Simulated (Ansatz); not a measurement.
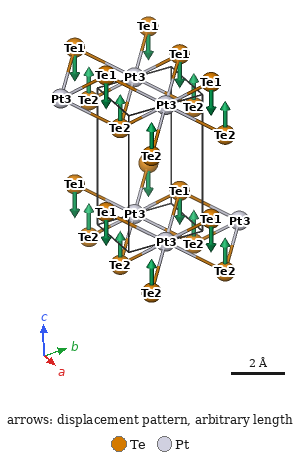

Lattice vibrations of solid Te₂Pt (a generated structure), space group P-3m1 (No. 164), at the zone centre. The optical levels lie at 112 (×2), 149, 157, 162 (×2) cm⁻¹. One mode is drawn. Displacements are drawn as green arrows; their common scale and sign are arbitrary. Style: ball-and-stick. Shown: the conventional cell, slightly off an axis. Lengths and directions refer to the drawn axes.

Method: DFT PBE, scalar-relativistic, plane waves, PAW in Ansatz 0.2.0. Settings: plane-wave cutoff 420 eV; k-point mesh 10 × 10 × 6; occupations gaussian; smearing width 0.01 eV; no spin polarisation.

To which level does it belong?

Answer. The level at 149 cm⁻¹. This is the A₁g mode, optical level 2 of 4, counted from below, Raman-active by symmetry. The Pt atoms stay at rest; all motion is along c; atoms of one kind move against one another, with no net shift of their sublattice.

Limits of the set-up: layers or molecules are held without a dispersion correction, so their spacing is unreliable.
